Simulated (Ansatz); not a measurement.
**Geometry relaxation of Mo$_{13}$S$_{24}$ (charge +2) (part 4 of 4)**

Mo$_{13}$S$_{24}$ (defect cell, 37 atoms in the cell, total charge +2); DFT PBE+D3(BJ), scalar-relativistic, plane waves, PAW, spin-polarised (Ansatz 0.2.0); cutoff 420 eV, 2×2×2 k-mesh, Gaussian smearing of 0.01 eV, collinear spins. The structure derives from a Materials Project entry. It belongs to a series of runs on one base structure; here: Mo interstitial, charge +2, atoms relaxed at the host's cell.

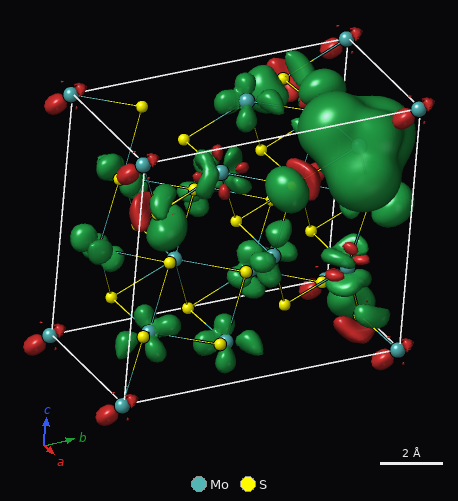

**Figure 1.** Isosurfaces of the spin density (up minus down) at +0.005 (green) and −0.005 e/Å³ (red), seen slightly off an axis. Sticks mark near contacts. The outline is the calculation cell. The spin density sits on Mo: +1.1 μB in one cell of 37 atoms. The cell of the calculation (37 atoms) carries 2.0 μB net. Core electrons are frozen (PAW), so the fields are smoothed inside the atomic spheres.

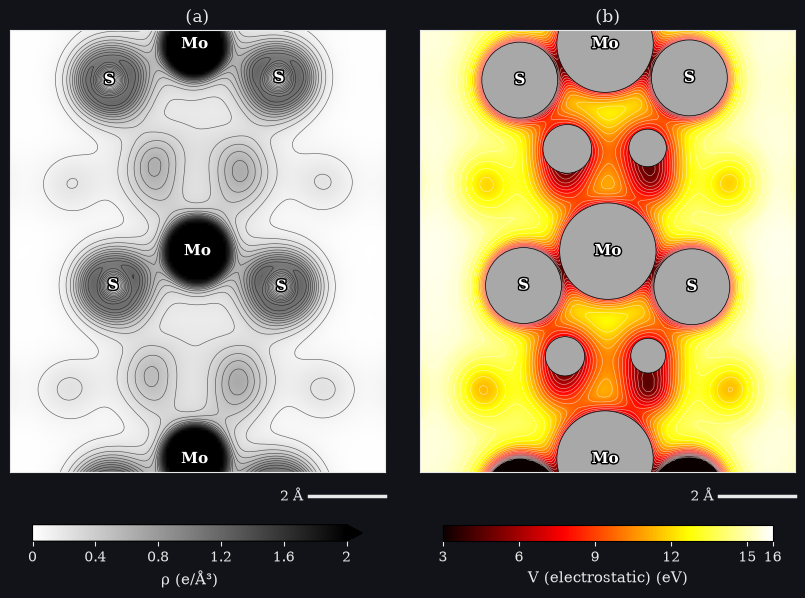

**Figure 2.** (a) valence pseudo-density; (b) electrostatic potential energy of an electron on the (110) plane of the calculation cell. Grey discs, where drawn, cover atomic cores. The section cuts through Mo and S sites. Mo–S (2.40 Å): ρ at the midpoint is about 0.62 e/Å³. Mo–S (2.43 Å): ρ at the midpoint is about 0.56 e/Å³. Away from the nuclei the density in this plane falls to 0.006 e/Å³ at its lowest. Outside the cores the potential energy rises away from the atoms and is highest about 2.5 Å from the nearest atoms; outside the discs it spans about 13 eV, and its zero is arbitrary.

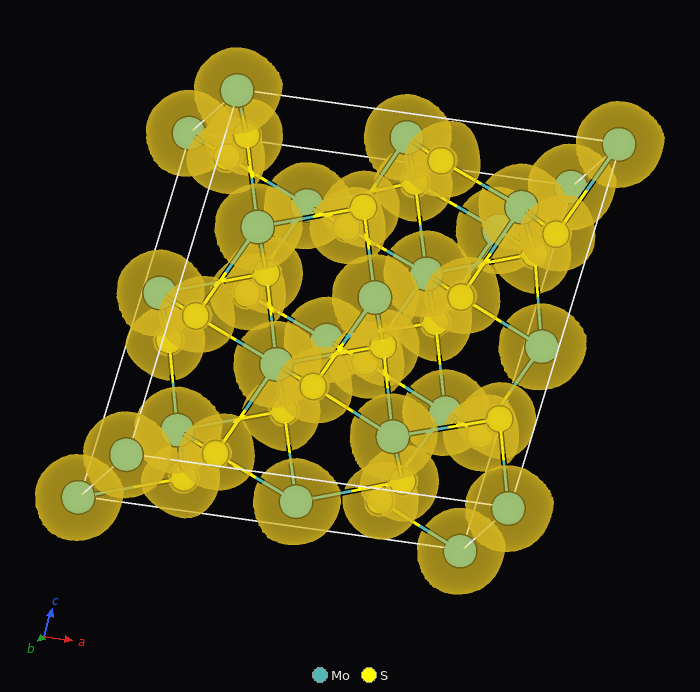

**Figure 3.** Isosurface of the valence electron density at 0.8 e/Å³ (yellow), seen at an oblique angle. Sticks mark near contacts. The outline is the calculation cell. At this value the density breaks into separate islands; it holds about 55 % of the electrons treated as valence (semicore included). It is pinched off along the Mo–S (2.38 Å), Mo–S (2.43 Å) and Mo–S (2.49 Å) contacts. On the grid the lowest density along these lines, outside the cores, is 0.63 e/Å³ (Mo–S, 2.38 Å), 0.56 e/Å³ (Mo–S, 2.43 Å) and 0.47 e/Å³ (Mo–S, 2.49 Å).

Summary:

```tsv
quantity	value
outcome	converged
electrons treated	324
free energy	−86143.1796 eV
Fermi energy	10.716 eV
gap on the k-point mesh	0.13 eV
net moment of the cell	2.00 μB
integrated absolute moment	2.25 μB
final volume	685.00 Å³
largest force (length of the vector) at the end	0.027 eV/Å
hardware	4 threads of Intel Xeon (Sapphire Rapids), 32 GiB of memory available, shared host
wall time	71 s (CPU time 4.6 min)
peak memory	2.8 GiB
```

Notes:

The cell is charged and computed with a neutralising background, so its energy and pressure depend on the cell and aren't those of a real crystal.
